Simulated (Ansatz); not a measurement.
## Single-point calculation of Cu₆H (part 2 of 2)

Continued. System: Cu₆H (slab, 14 atoms in the cell). Method: DFT PBE, scalar-relativistic, plane waves, PAW, no spin polarisation (Ansatz 0.2.0); cutoff 420 eV, 5×5×1 k-mesh, Gaussian smearing of 0.1 eV. The structure derives from an entry of the Crystallography Open Database.

Geometry of the input (Å; fractional positions):
```
5.1332  0.0000  0.0000
0.0000  5.1332  0.0000
0.0000  0.0000  21.5289
Cu 0.2500  0.2500  0.1858
Cu 0.2500  0.7500  0.1858
Cu 0.7500  0.2500  0.1858
Cu 0.7500  0.7500  0.1858
Cu 0.0000  0.0000  0.2678
Cu 0.0000  0.5000  0.2678
Cu 0.5000  0.0000  0.2678
Cu 0.5000  0.5000  0.2678
Cu 0.2500  0.2500  0.3497
Cu 0.2500  0.7500  0.3497
Cu 0.7500  0.2500  0.3497
Cu 0.7500  0.7500  0.3497
H  0.1350  1.0000  0.4705
H  0.3650  1.0000  0.4705
```

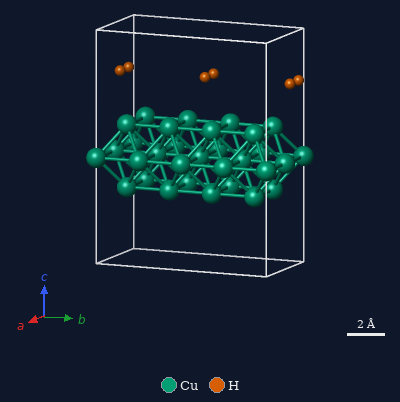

The structure as given in the input (ball-and-stick view of the 1 × 2 repeat of the cell, with the vacuum cut short, seen slightly off an axis).

### Output, continued
```
  k-point 0: bands = ["-111.6669", "-111.6625", "-111.6624", "-111.6581", "-111.2166", "-111.2123", "-111.1948", "-111.1905", "-111.1826", "-111.1783", "-111.1749", "-111.1706", "-69.0682", "-69.0675", "-69.0622", "-69.0611", "-69.0403", "-69.0352", "-69.0350", "-69.0277", "-69.0126", "-69.0119", "-69.0078", "-69.0066", "-68.6341", "-68.6305", "-68.6298", "-68.6198", "-68.6053", "-68.6035", "-68.5991", "-68.5974", "-68.5780", "-68.5730", "-68.5694", "-68.5692", "-68.5673", "-68.5651", "-68.5525", "-68.5504", "-68.5465", "-68.5449", "-68.5446", "-68.5406", "-68.5307", "-68.5267", "-68.5224", "-68.5187", "-7.4904", "-5.0020", "-3.9801", "-3.9288", "-3.9250", "-3.6283", "-3.6222", "-3.5608", "-3.5426", "-3.2148", "-3.1835", "-3.0919", "-3.0906", "-2.9915", "-2.9818", "-2.6413", "-2.3752", "-2.1993", "-2.1986", "-2.0613", "-2.0507", "-1.9912", "-1.9817", "-1.9790", "-1.8804", "-1.8802", "-1.8694", "-1.8672", "-1.7876", "-1.7872", "-1.7678", "-1.7676", "-1.7588", "-1.7584", "-1.3106", "-1.2445", "-1.2213", "-1.1634", "-1.1494", "-1.1493", "-1.1109", "-0.9334", "-0.9326", "-0.8756", "-0.8144", "-0.8122", "-0.8073", "-0.7996", "-0.7983", "-0.6429", "-0.6424", "-0.6292", "-0.6238", "-0.5780", "-0.5773", "-0.5752", "-0.5159", "-0.5157", "-0.4824", "-0.4814", "-0.4750", "-0.1627", "-0.1383", "0.2476", "0.7624", "0.7630", "0.8057", "0.8797", "0.8961", "0.9113", "2.4318", "3.7408", "3.7423", "3.8247", "3.8640", "3.9575", "4.7185", "4.7937", "5.1680", "5.4454", "6.0923", "6.9437", "6.9445", "7.1664", "7.4563", "7.4807", "7.9422", "8.1712", "8.4066", "8.5894"]
  k-point 1: bands = ["-111.6665", "-111.6628", "-111.6621", "-111.6585", "-111.2162", "-111.2127", "-111.1944", "-111.1910", "-111.1822", "-111.1787", "-111.1745", "-111.1710", "-69.0670", "-69.0629", "-69.0616", "-69.0570", "-69.0398", "-69.0355", "-69.0345", "-69.0284", "-69.0180", "-69.0130", "-69.0115", "-69.0070", "-68.6337", "-68.6302", "-68.6255", "-68.6148", "-68.6031", "-68.6003", "-68.5996", "-68.5924", "-68.5830", "-68.5727", "-68.5723", "-68.5695", "-68.5690", "-68.5656", "-68.5576", "-68.5500", "-68.5500", "-68.5469", "-68.5441", "-68.5410", "-68.5303", "-68.5271", "-68.5220", "-68.5190", "-7.2569", "-4.8133", "-4.4614", "-3.9332", "-3.7732", "-3.5720", "-3.5564", "-3.5096", "-3.4527", "-3.1745", "-3.1257", "-3.0894", "-3.0211", "-2.9752", "-2.9318", "-2.5548", "-2.3526", "-2.3315", "-2.2370", "-2.2343", "-2.1244", "-2.0906", "-2.0057", "-1.9400", "-1.9219", "-1.8255", "-1.8221", "-1.8102", "-1.7816", "-1.7537", "-1.7418", "-1.7202", "-1.7119", "-1.5772", "-1.4457", "-1.3316", "-1.2472", "-1.2453", "-1.2021", "-1.0972", "-1.0531", "-0.9496", "-0.9308", "-0.9249", "-0.9062", "-0.8823", "-0.8529", "-0.8522", "-0.8436", "-0.8300", "-0.8072", "-0.6693", "-0.6662", "-0.6573", "-0.6294", "-0.6112", "-0.5784", "-0.5373", "-0.5307", "-0.5266", "-0.4436", "-0.3637", "-0.3487", "-0.2501", "0.0266", "0.5653", "0.9901", "1.0357", "1.4555", "2.5027", "2.8233", "3.1615", "3.2022", "3.9821", "3.9929", "4.1376", "4.9501", "5.0713", "5.3911", "5.6757", "5.8955", "6.0598", "6.2851", "7.1194", "7.6014", "7.6048", "7.9477", "8.2975", "8.6675", "8.7751"]
  k-point 2: bands = ["-111.6654", "-111.6639", "-111.6610", "-111.6596", "-111.2151", "-111.2138", "-111.1934", "-111.1920", "-111.1811", "-111.1798", "-111.1734", "-111.1721", "-69.0658", "-69.0628", "-69.0491", "-69.0435", "-69.0386", "-69.0366", "-69.0328", "-69.0319", "-69.0302", "-69.0267", "-69.0106", "-69.0079", "-68.6326", "-68.6313", "-68.6123", "-68.6020", "-68.6016", "-68.6006", "-68.5961", "-68.5872", "-68.5854", "-68.5793", "-68.5717", "-68.5710", "-68.5705", "-68.5677", "-68.5666", "-68.5631", "-68.5490", "-68.5478", "-68.5431", "-68.5419", "-68.5294", "-68.5281", "-68.5211", "-68.5200", "-6.5809", "-5.5585", "-4.3633", "-3.8993", "-3.6337", "-3.3968", "-3.3518", "-3.2628", "-3.2375", "-3.1404", "-3.1234", "-3.0736", "-3.0271", "-2.9425", "-2.8210", "-2.6231", "-2.5342", "-2.3615", "-2.3330", "-2.3048", "-2.2514", "-2.0252", "-1.9479", "-1.9228", "-1.8579", "-1.8168", "-1.7993", "-1.7423", "-1.7255", "-1.7176", "-1.7069", "-1.6741", "-1.5003", "-1.4696", "-1.4672", "-1.4640", "-1.4402", "-1.4284", "-1.4148", "-1.3181", "-1.1838", "-1.0918", "-1.0543", "-1.0524", "-1.0316", "-1.0250", "-1.0201", "-0.9622", "-0.9505", "-0.8697", "-0.8605", "-0.8277", "-0.7971", "-0.7787", "-0.7787", "-0.7212", "-0.6919", "-0.6216", "-0.6002", "-0.5721", "-0.5542", "-0.4890", "-0.4464", "-0.4386", "-0.3784", "1.2213", "1.5227", "1.5582", "2.1419", "2.2518", "2.3114", "2.6499", "3.7093", "3.8846", "4.3483", "4.4460", "4.8716", "5.0116", "5.6882", "5.9376", "6.0882", "6.3707", "6.6505", "6.9318", "7.2850", "7.5134", "7.9122", "7.9676", "8.2443", "8.5880"]
  k-point 8: bands = ["-111.6639", "-111.6625", "-111.6624", "-111.6611", "-111.2149", "-111.2136", "-111.1935", "-111.1922", "-111.1805", "-111.1792", "-111.1740", "-111.1726", "-69.0471", "-69.0469", "-69.0454", "-69.0439", "-69.0364", "-69.0349", "-69.0343", "-69.0325", "-69.0302", "-69.0293", "-69.0284", "-69.0269", "-68.6195", "-68.6182", "-68.6119", "-68.6020", "-68.5957", "-68.5866", "-68.5858", "-68.5849", "-68.5840", "-68.5837", "-68.5828", "-68.5798", "-68.5704", "-68.5678", "-68.5669", "-68.5665", "-68.5658", "-68.5636", "-68.5432", "-68.5421", "-68.5289", "-68.5277", "-68.5216", "-68.5204", "-5.7214", "-4.8071", "-4.7942", "-4.1113", "-3.9655", "-3.4739", "-3.2244", "-3.1933", "-2.9989", "-2.8836", "-2.8460", "-2.7360", "-2.7327", "-2.7162", "-2.7159", "-2.5874", "-2.5816", "-2.4868", "-2.4867", "-2.4529", "-2.2759", "-2.1186", "-2.1003", "-1.9833", "-1.9720", "-1.9478", "-1.9421", "-1.9066", "-1.8787", "-1.6338", "-1.5891", "-1.4867", "-1.4858", "-1.4634", "-1.4601", "-1.4094", "-1.3936", "-1.3650", "-1.3122", "-1.2933", "-1.2809", "-1.2498", "-1.2425", "-1.2043", "-1.1404", "-1.1271", "-1.1170", "-1.0995", "-1.0725", "-1.0402", "-0.9893", "-0.9891", "-0.9322", "-0.9248", "-0.8700", "-0.8571", "-0.8569", "-0.8349", "-0.7309", "-0.7005", "-0.5361", "-0.5352", "-0.5253", "-0.5209", "-0.4695", "-0.1693", "0.3462", "0.4115", "1.2371", "2.0630", "2.7421", "3.2215", "3.6412", "4.4131", "4.9607", "5.9303", "6.1558", "6.7418", "6.7463", "6.7606", "6.9266", "7.1480", "7.3079", "7.5314", "8.1046", "8.1310", "8.4105", "8.4653", "8.6603", "8.8558"]
```

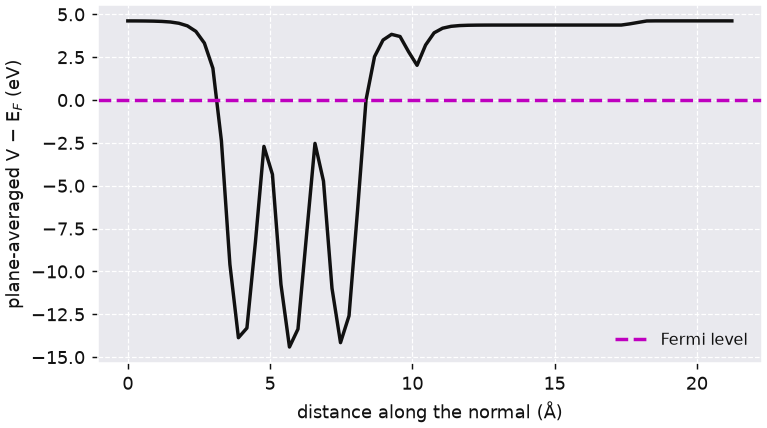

Plane average of the electrostatic potential energy of an electron across the cell, from the Fermi level. The vacuum level lies 4.38 eV above the Fermi level on the upper side and 4.62 eV on the lower.

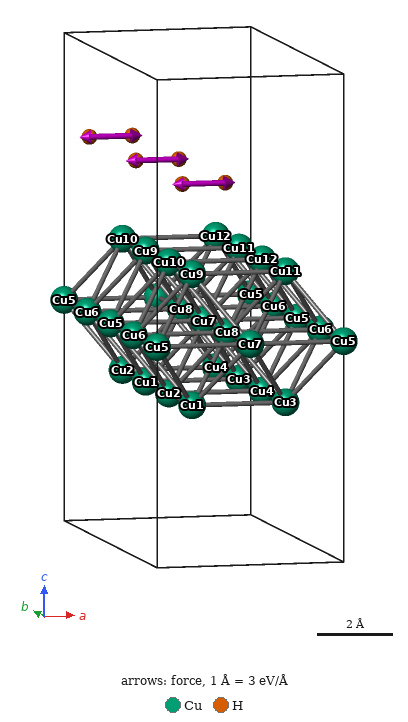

Forces on the atoms as pink arrows (ball-and-stick view of the 1 × 2 repeat of the cell, with the vacuum cut short, seen slightly off an axis; atoms are numbered from 1 in the order of the input); the smallest are left out. The largest act on H13, H14 (4.39 eV/Å). The geometry is not a stationary point of this energy.

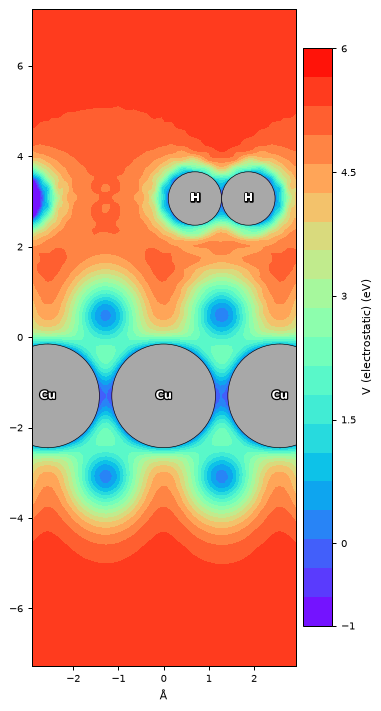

Electrostatic potential (local pseudopotential plus Hartree) felt by an electron on the (010) plane of the calculation cell, a cut from vacuum to vacuum. Grey discs, where drawn, cover atomic cores. The plane passes through Cu and H nuclei. In a PAW calculation such maps are meaningful between the atoms, not at the nuclei.

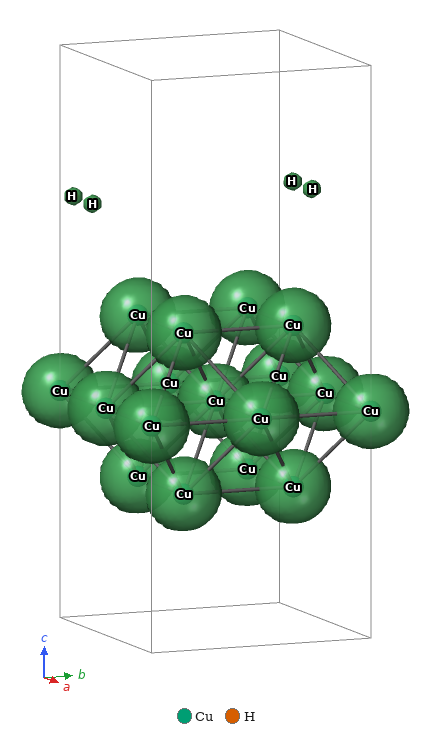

Isosurface of the valence pseudo-density at 1 e/Å³ (green), seen slightly off an axis. Sticks mark near contacts. At this value the density breaks into separate islands; it holds about 85 % of the electrons treated as valence (semicore included). It is pinched off along the H–H (1.18 Å) and Cu–Cu (2.53 Å) contacts. On the grid the lowest density along these lines, outside the cores, is 0.71 e/Å³ (H–H, 1.18 Å) and 0.28 e/Å³ (Cu–Cu, 2.53 Å).

### Key numbers

| quantity | value |
| --- | --- |
| outcome | converged |
| electrons treated | 230 |
| free energy | −79527.4848 eV |
| work function, top face | 4.38 eV |
| work function, bottom face | 4.62 eV |
| Fermi energy | 0.961 eV |
| gap on the k-point mesh | none (metallic) |
| work function (upper face) | 4.38 eV |
| largest force (length of the vector) | 4.395 eV/Å |
| hardware | 4 threads of Arm Neoverse V2, 24 GiB of memory available, shared host |
| wall time | 25 s (CPU time 96 s) |
| peak memory | 1.8 GiB |

### Notes

Warnings of the run: the exchange-correlation potential is rough where the density is thin.
